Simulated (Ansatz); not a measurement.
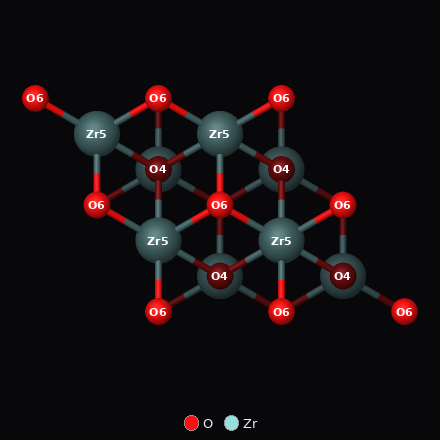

The system is Si on a ZrO₂(111) slab cut from the Fm-3m phase, its upper half relaxed before the scan (6 atoms of substrate and one adsorbate in a 1 × 1 cell); the picture shows it without the atoms that are moved over the map. Si is moved over the surface cell at a fixed height above a rigid substrate; the origin of the map has the adsorbate above O6; the height is held at 2.20 Å. Places are given modulo a cell vector. The map is drawn in real space over the plane of the surface. The grid has 6 × 6 points; 10 points were computed and 26 follow by symmetry. Energies: eV, counted from the lowest grid point. The magnetic moment jumps between some neighbouring points. With one adsorbate in each 1 × 1 cell, its nearest image is 3.6 Å away, so neighbouring adsorbates interact. At a fixed height the lowest place need not be the adsorption site. Level of theory: DFT PBE+D3(BJ), scalar-relativistic, plane waves, PAW in Ansatz 0.2.0. Settings: cutoff 420 eV, k-mesh 9×9×1, gaussian smearing 0.05 eV, spin-polarised.

Range: position of Si7 along the first surface vector from 0.000 to 0.833; position of Si7 along the second surface vector from 0.000 to 0.833.

> What landscape does the calculation give?

The lowest grid point is at the top site over a surface O atom, (0/6, 0/6) of the cell vectors. The highest grid point, a threefold hollow over a second-layer Zr atom, (2/6, 4/6) of the cell vectors, lies 0.719 eV above the lowest. At the lowest point the adsorbate has 1 O at 2.20 Å as nearest neighbours, at the highest 1 Zr at 2.99 Å and 3 O at 3.03 Å.

| second ↓, first → | 0/6 | 1/6 | 2/6 | 3/6 | 4/6 | 5/6 |
| --- | --- | --- | --- | --- | --- | --- |
| 5/6 | 0.140 | 0.336 | 0.584 | 0.584 | 0.336 | 0.140 |
| 4/6 | 0.432 | 0.584 | 0.719 | 0.584 | 0.432 | 0.372 |
| 3/6 | 0.599 | 0.584 | 0.584 | 0.599 | 0.591 | 0.591 |
| 2/6 | 0.432 | 0.336 | 0.432 | 0.591 | 0.638 | 0.591 |
| 1/6 | 0.140 | 0.140 | 0.372 | 0.591 | 0.591 | 0.372 |
| 0/6 | 0.000 | 0.140 | 0.432 | 0.599 | 0.432 | 0.140 |

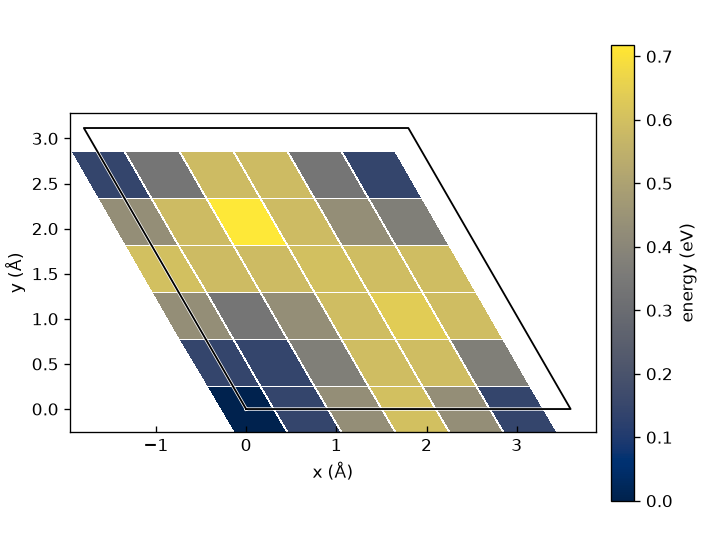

The picture shows one coloured cell a grid point, the outline of one cell of the plane.

The whole map (10 points run) took 16 min on 1 thread of Arm Neoverse V1, with other jobs on the host.

PAW datasets: the set soft_1.
